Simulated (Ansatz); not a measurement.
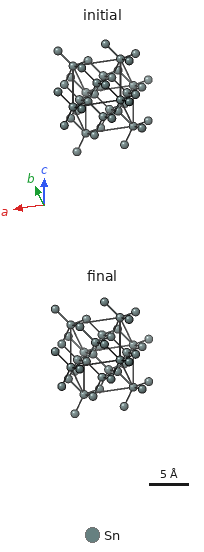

The structure of solid Sn (built on the diamond type) before (top) and after (bottom) a relaxation, at one scale.

A ball-and-stick model of the conventional cell (4 times the calculation's cell), seen from a free direction. Lengths and directions refer to the drawn axes.

Level of theory: Ansatz 0.2.0, DFT, PBE, plane waves, PAW. Settings: plane-wave cutoff 420 eV; k-point mesh 6 × 6 × 6; occupations fermi dirac; smearing width 0.02 eV; no spin polarisation; cell and atoms relaxed; force threshold 0.005 eV/Å.

### Summarise the run.

The energy falls by 0.109 eV per cell of the calculation in 3 accepted moves (4 points after the start). All forces vanish by symmetry, so only the cell relaxes. The pressure goes from 5.11 to −0.02 GPa. The SCF was repeated once at an unchanged geometry on a basis and grid sized afresh for the cell, which shifted the energy by 1.2 meV per cell of the calculation at most. The atoms keep their places relative to the cell (all moves are under 0.005 Å). The drawn cell changes as follows: a = b = c 6.420 → 6.658 Å (+3.7 %); the volume changes by +11.5 %. Near-neighbour distances that change, for instance: Sn–Sn 2.780 → 2.883 Å. The space group stays Fd-3m (No. 227). Cost: 2.2 s on 4 threads of Intel(R) Xeon(R) Platinum 8375C CPU @ 2.90GHz (Ice Lake) (shared host), peak memory 0.4 GiB.
